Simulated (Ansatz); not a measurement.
Single-point calculation, with input and output: Pt (part 2 of 2)

The same run, continued: Pt (slab, 12 atoms in the cell); DFT PBE+D3(BJ), scalar-relativistic, plane waves, PAW, no spin polarisation (Ansatz 0.2.0); cutoff 420 eV, 4×4×1 k-mesh, Gaussian smearing of 0.1 eV. The structure derives from an entry of the Crystallography Open Database. It belongs to a series of runs on one base structure; here: the slab at its places in the relaxed adsorbed structure.

Geometry of the input (Å; fractional positions):
```
5.5557  0.0000  0.0000
-2.7779  4.8114  0.0000
0.0000  0.0000  22.5362
Pt 0.3333  0.1667  0.3550
Pt 0.3333  0.6667  0.3550
Pt 0.8333  0.1667  0.3550
Pt 0.8333  0.6667  0.3550
Pt 0.6652  0.3327  0.4571
Pt 0.6652  0.8321  0.4571
Pt 0.1660  0.3328  0.4572
Pt 0.1657  0.8326  0.4571
Pt -0.0020  0.4988  0.5590
Pt -0.0020  -0.0016  0.5591
Pt 0.4990  0.4991  0.5601
Pt 0.4982  -0.0013  0.5594
```

Log, continued:
```
  k-point 1: bands = ["-95.3163", "-95.3016", "-95.2970", "-95.2959", "-94.9555", "-94.9514", "-94.9443", "-94.9369", "-94.9337", "-94.9335", "-94.9297", "-94.9116", "-49.7102", "-49.7075", "-49.6836", "-49.5730", "-49.5576", "-49.5523", "-49.5516", "-49.4965", "-49.4954", "-49.4541", "-49.4405", "-49.4364", "-49.4295", "-49.4151", "-49.3925", "-49.3904", "-49.3891", "-49.3761", "-49.2299", "-49.2281", "-49.2272", "-49.2245", "-49.1899", "-49.1856", "-49.1654", "-49.1617", "-49.1280", "-49.1247", "-48.9357", "-48.9081", "-48.9071", "-48.8972", "-48.8946", "-48.8890", "-48.8881", "-48.8661", "-5.5175", "-3.8394", "-3.4475", "-3.3479", "-3.0298", "-2.9962", "-2.9948", "-2.8243", "-2.8239", "-2.5878", "-2.4554", "-2.4542", "-2.3293", "-2.1421", "-2.1376", "-1.1297", "-1.1220", "-1.0247", "-0.8487", "-0.7047", "-0.5667", "-0.5611", "-0.5482", "-0.5406", "-0.2910", "-0.2835", "-0.1085", "-0.0057", "0.0237", "0.1816", "0.2372", "0.2601", "0.4419", "0.4494", "0.4598", "1.0744", "1.0782", "1.1257", "1.1423", "1.4731", "1.4775", "1.5005", "1.5170", "1.6426", "1.6487", "1.6587", "1.8998", "2.0715", "2.3016", "2.3779", "2.3822", "2.5172", "2.5244", "2.5380", "2.5699", "2.8240", "2.8709", "2.8736", "2.9546", "3.0082", "3.1362", "3.1632", "3.2758", "3.2784", "3.5043", "5.0620", "5.0634", "5.4680", "5.7666", "5.7687", "5.9894", "7.5908", "7.6004", "8.7042", "9.0681", "9.0718", "9.1123", "9.5555", "9.5624", "9.9636", "9.9683", "10.8689"]
  k-point 2: bands = ["-95.3104", "-95.3068", "-95.2977", "-95.2959", "-94.9496", "-94.9493", "-94.9447", "-94.9431", "-94.9337", "-94.9337", "-94.9301", "-94.9122", "-49.6718", "-49.6685", "-49.5605", "-49.5579", "-49.5570", "-49.5531", "-49.5479", "-49.5432", "-49.5327", "-49.5316", "-49.4240", "-49.4206", "-49.4044", "-49.3987", "-49.3688", "-49.3644", "-49.2943", "-49.2927", "-49.2822", "-49.2814", "-49.2692", "-49.2636", "-49.2626", "-49.2502", "-49.1621", "-49.1590", "-49.1570", "-49.1508", "-48.9192", "-48.9176", "-48.9036", "-48.9022", "-48.8924", "-48.8922", "-48.8883", "-48.8675", "-4.2489", "-4.2414", "-2.9184", "-2.9140", "-2.4800", "-2.4735", "-2.4195", "-2.4114", "-2.3511", "-2.3435", "-1.8304", "-1.8255", "-1.6217", "-1.6186", "-1.4689", "-1.4598", "-1.0780", "-1.0744", "-1.0633", "-1.0507", "-0.9809", "-0.9745", "-0.5332", "-0.5263", "-0.1988", "-0.1911", "-0.1578", "-0.1480", "-0.0303", "-0.0169", "0.1620", "0.1708", "0.1795", "0.1964", "0.2300", "0.2324", "0.3939", "0.4038", "0.4664", "0.4818", "1.0292", "1.0359", "1.1865", "1.1939", "1.2794", "1.2852", "1.4877", "1.4883", "1.5436", "1.5524", "1.7316", "1.7405", "2.1655", "2.1730", "2.2442", "2.2467", "2.3633", "2.3690", "2.8589", "2.8613", "3.0211", "3.0261", "3.3059", "3.3086", "4.6726", "4.6766", "5.2697", "5.2710", "6.0462", "6.0480", "7.6435", "7.6507", "7.9768", "7.9859", "9.7462", "9.7486", "10.4124", "10.4139", "10.5647", "10.5675", "10.6639", "10.6662"]
  k-point 9: bands = ["-95.3104", "-95.3067", "-95.2979", "-95.2957", "-94.9507", "-94.9480", "-94.9447", "-94.9430", "-94.9339", "-94.9337", "-94.9301", "-94.9122", "-49.6714", "-49.6677", "-49.5606", "-49.5584", "-49.5577", "-49.5528", "-49.5479", "-49.5425", "-49.5335", "-49.5325", "-49.4236", "-49.4198", "-49.4045", "-49.3980", "-49.3689", "-49.3640", "-49.2951", "-49.2925", "-49.2821", "-49.2817", "-49.2697", "-49.2638", "-49.2629", "-49.2504", "-49.1624", "-49.1589", "-49.1567", "-49.1499", "-48.9201", "-48.9165", "-48.9036", "-48.9021", "-48.8924", "-48.8924", "-48.8883", "-48.8674", "-4.2491", "-4.2406", "-2.9186", "-2.9134", "-2.4792", "-2.4718", "-2.4195", "-2.4103", "-2.3513", "-2.3428", "-1.8307", "-1.8252", "-1.6230", "-1.6192", "-1.4696", "-1.4594", "-1.0785", "-1.0749", "-1.0643", "-1.0515", "-0.9814", "-0.9741", "-0.5351", "-0.5269", "-0.2005", "-0.1914", "-0.1597", "-0.1486", "-0.0305", "-0.0154", "0.1610", "0.1722", "0.1797", "0.1981", "0.2299", "0.2319", "0.3926", "0.4032", "0.4674", "0.4843", "1.0292", "1.0350", "1.1864", "1.1948", "1.2782", "1.2844", "1.4876", "1.4887", "1.5428", "1.5530", "1.7308", "1.7411", "2.1654", "2.1737", "2.2454", "2.2475", "2.3632", "2.3689", "2.8579", "2.8606", "3.0201", "3.0256", "3.3071", "3.3101", "4.6732", "4.6780", "5.2699", "5.2710", "6.0462", "6.0484", "7.6453", "7.6531", "7.9758", "7.9860", "9.7458", "9.7485", "10.4124", "10.4142", "10.5674", "10.5706", "10.6635", "10.6662"]
```

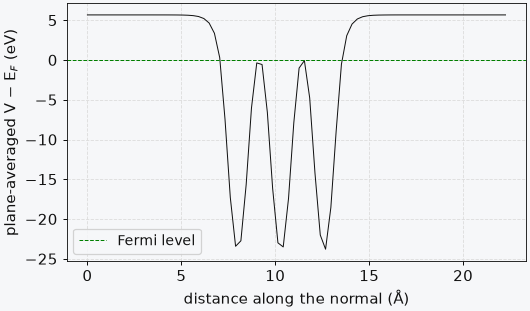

Plane average of the electrostatic potential energy of an electron across the cell, from the Fermi level. The vacuum level lies 5.68 eV above the Fermi level.

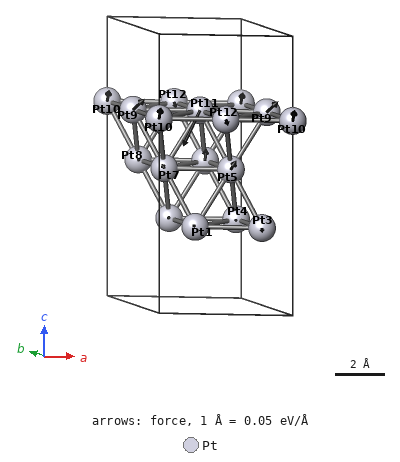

Forces on the atoms as black arrows (ball-and-stick view of the cell of the calculation, with the vacuum cut short, seen slightly off an axis; atoms are numbered from 1 in the order of the input). The largest act on Pt11 (0.08 eV/Å); Pt9 (0.04 eV/Å); Pt6, Pt10 (0.03 eV/Å); Pt5 (0.03 eV/Å). The geometry is not a stationary point of this energy.

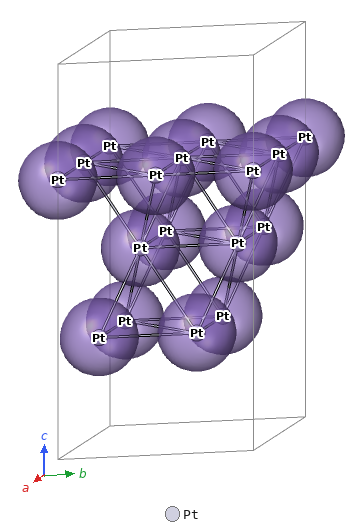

Isosurface of the valence electron density at 0.6 e/Å³ (purple), seen slightly off an axis. Sticks mark near contacts. At this value the density breaks into separate islands; it holds about 80 % of the electrons treated as valence (semicore included). It is pinched off along the Pt–Pt (2.77 Å) and Pt–Pt (2.82 Å) contacts. On the grid the lowest density along these lines, outside the cores, is 0.37 e/Å³ (Pt–Pt, 2.77 Å) and 0.35 e/Å³ (Pt–Pt, 2.82 Å). The fields are those of the smooth PAW valence density.

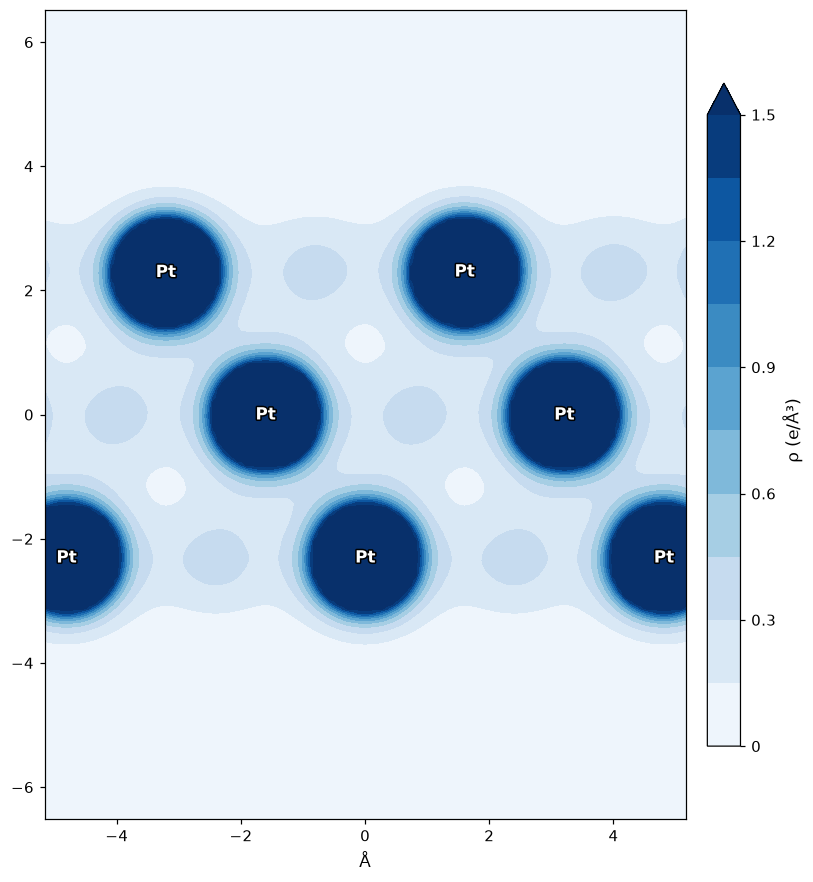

Valence electron density on the (110) plane of the calculation cell, a cut from vacuum to vacuum. The section cuts through Pt sites. Pt–Pt (2.80 Å): ρ is about 0.36 e/Å³ halfway. Pt–Pt (2.81 Å): the density is about 0.35 e/Å³ at the midpoint. The density dies away to nearly zero in the vacuum.

Results in brief:

| quantity | value |
| --- | --- |
| outcome | converged |
| electrons treated | 216 |
| free energy | −150277.2316 eV |
| work function, top face | 5.68 eV |
| work function, bottom face | 5.68 eV |
| Fermi energy | 3.004 eV |
| gap on the k-point mesh | none (metallic) |
| work function (upper face) | 5.68 eV |
| largest force (length of the vector) | 0.083 eV/Å |
| wall time | 21 s (CPU time 77 s) |
| peak memory | 1.8 GiB |

Spin–orbit coupling is left out, which matters for Pt.
